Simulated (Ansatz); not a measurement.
MnSi$_{53}$ (cell charge −1, with a compensating background) (cell with a defect), 54 atoms, a = 11.51 Å, b = 11.51 Å, c = 11.51 Å, α = 60.00°, β = 60.00°, γ = 60.00°.

Spin-polarised.

These are results of DFT, PBE, plane-wave PAW, default files, scalar-relativistic (Ansatz 0.2.0), not measurements.

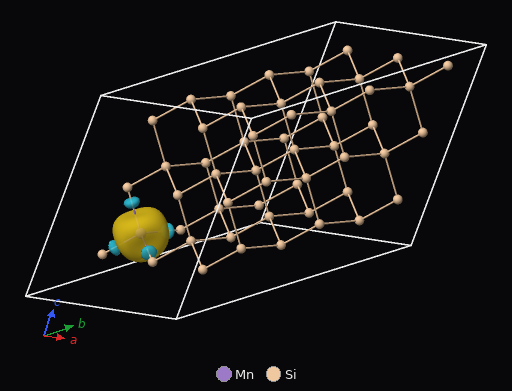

MnSi$_{53}$ (cell charge −1, with a compensating background) (cell with a defect). Isosurfaces of the spin density (up minus down) at +0.04 (yellow) and −0.04 e/Å³ (cyan), seen at an oblique angle. Sticks mark near contacts.

Core electrons are frozen (PAW), and the valence fields are smoothed inside the atomic spheres.

> Which atoms carry the moments, and with what signs?

The spin density sits on Mn: +2.7 μB in one cell of 54 atoms: a single local moment. The cell of the calculation (54 atoms) carries 2.7 μB of net spin moment.
